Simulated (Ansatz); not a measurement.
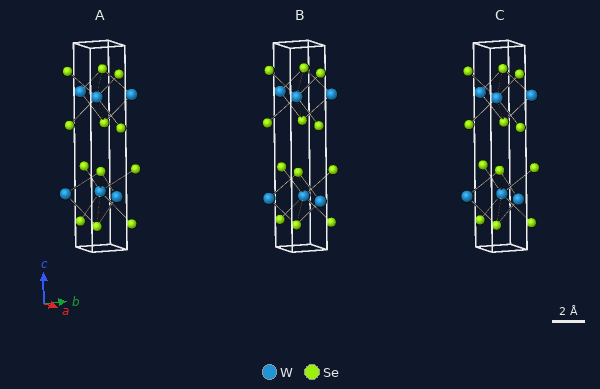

3 geometries from one relaxation of crystalline WSe$_{2}$ (set up in P1), in shuffled order. A ball-and-stick model of the cell of the calculation, reduced to other axes, seen slightly off an axis. Lengths and directions refer to the drawn axes.

Case: all atoms moved at random, sigma 0.15 Å for each component, cell strained at random, sigma 0.03; relaxed back.

Computed with Ansatz, DFT PBEsol, scalar-relativistic, plane waves, PAW. Settings: plane-wave cutoff 420 eV; k-point mesh 12 × 12 × 2; occupations gaussian; smearing width 0.05 eV; no spin polarisation; atoms relaxed in a fixed cell; force threshold 0.01 eV/Å; at most 80 steps.

Q: Order the frames from highest to lowest energy.

A: A, C, B. They are steps 0, 1, 5, at +2.936 eV per cell of the calculation, +0.552 eV per cell of the calculation relative to the last. The atom that moves furthest is a W atom (0.42 Å roughly along [0 3 −1]). Largest moves by element: W 0.42 Å, Se 0.23 Å. The lattice vectors keep their values. Among the contacts that change: Se–W 3.020 → 2.541 Å, Se–W 2.212 → 2.522 Å, Se–W 2.209 → 2.487 Å, Se–W 2.719 → 2.517 Å. Bond angles that change, for instance: Se–W–Se 147.9° → 133.8°, W–Se–W 90.3° → 77.4°, Se–W–Se 90.3° → 77.4°. The space group (tolerance 0.01 Å) goes from P1 (No. 1) to P-1 (No. 2). The energy falls by 2.936 eV per cell of the calculation in 4 accepted moves (5 points after the start). The largest force component goes from 9.8 to 0.0043 eV/Å. 1 step only repeated the SCF at the same geometry. The run took 9.3 min on 1 thread of Arm Neoverse V1, on a shared host, peak memory 0.9 GiB.

Limits of the set-up: layers or molecules are held without a dispersion correction, so their spacing is unreliable.
